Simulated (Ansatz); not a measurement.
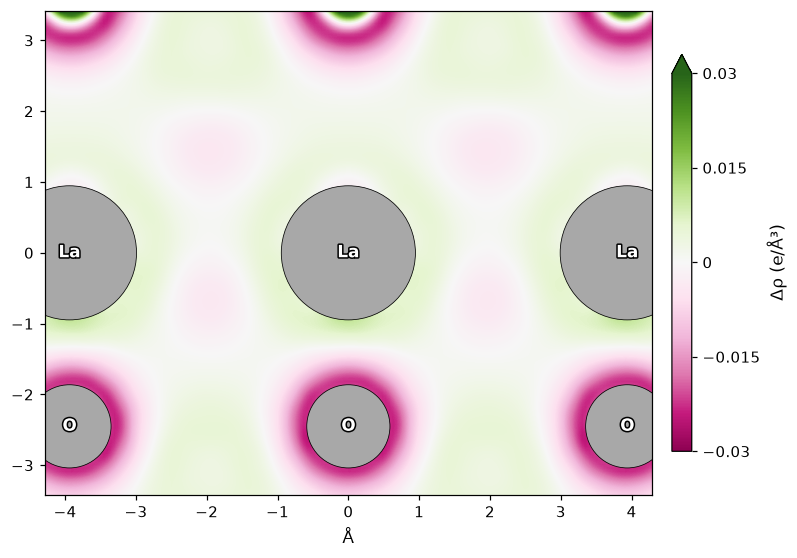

La$_{2}$O$_{3}$. Difference of the valence pseudo-densities of two functionals at the same geometry, on the (100) plane of the calculation cell: PBE less HSE06.

Both computed with Ansatz (plane waves, PAW), on the same k-point mesh. Grey discs cover the atomic cores.

Q: Where does the change of functional move the electrons?

A: Against HSE06, PBE gives more density around La (+0.005 e/Å³ on average at 1.2 Å from the nucleus), less density around O (−0.020 e/Å³ on average at 0.7 Å from the nucleus), less density in the space between the atoms (−0.005 e/Å³ on average) and a change of +0.004 e/Å³ at the midpoint of La–O.
